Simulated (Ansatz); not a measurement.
The crystal is HfS2 (layers cut from the bulk crystal).

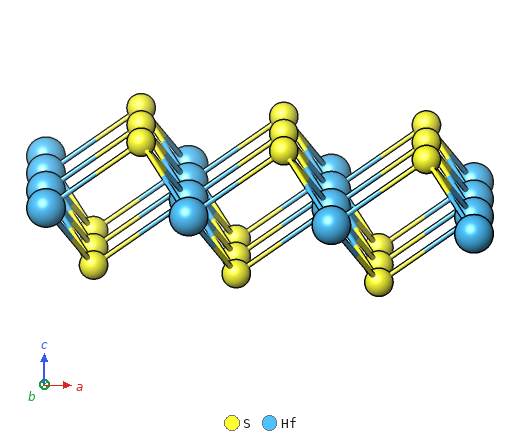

The structure (sulfur yellow, hafnium blue). 3×3×1 cells are drawn. Some periodic images of atoms are drawn too.

The cell holds 3 atoms: 2 S and 1 Hf. Cell: a = 3.623 Å, b = 3.623 Å, c = 29.000 Å, α = 90.0°, β = 90.0°, γ = 120.0°. It derives from HfS2. Vacuum lies along c.

```xyz
3
Lattice="3.6231 0.0000 0.0000 -1.8115 3.1377 0.0000 0.0000 0.0000 29.0000" Properties=species:S:1:pos:R:3
S     0.0000    2.0918   13.0470
Hf    0.0000    0.0000   14.5000
S     1.8115    1.0459   15.9530
```

The structure was relaxed with PBE-D3(BJ). At the settings of the band run the largest force is still 0.07 eV/Å. The runs that relaxed it are not among those shown. Spin-orbit coupling is left out unless a run names it.

Gaps computed with Ansatz 0.2.0 without a self-energy: PBE 1.22 eV, PBE+SOC 1.16 eV and HSE06 2.06 eV.

**Question.** Estimate the G0W0@PBE gap with 6×6×1 mesh, 264 empty bands, screening to 50 eV, PAW set soft_1 files.

About 2.33 eV: on its mesh the run moves the gap from 1.22 eV by +1.11 eV. Among the scalar-relativistic levels given, HSE06 is nearest (−0.27 eV). Spin-orbit coupling is not in that value; its −0.06 eV at the PBE level would bring it to about 2.27 eV. Bands and cutoff are finite, so the gap is not at the basis limit. The miss can reach some tenths of an eV and take either sign; the mesh is an error of its own. The mesh in the plane is coarse for a sheet; gap and any exciton binding can still move on denser ones. The many-body steps are scalar-relativistic: spin-orbit coupling is not in them.

[Paths, hosts, dates, memory and timing lines, banners, echoed tables and standing remarks are left out of the program output.]

[Logs are printed without paths, hosts, clocks, repeated set-up lines and the standing remarks that a program may print on its own settings, such as how far it seeks lower states.]

[Runs of the session that timed out or met a known fault of the program may be left out.]

[Cells called generated may have been cut or substituted from an entry of the Crystallography Open Database or the Materials Project.]

[Hosts, paths, dates, database ids (printed as entryN), source tags and the programs' standing remarks are cut or masked in the printed files.]
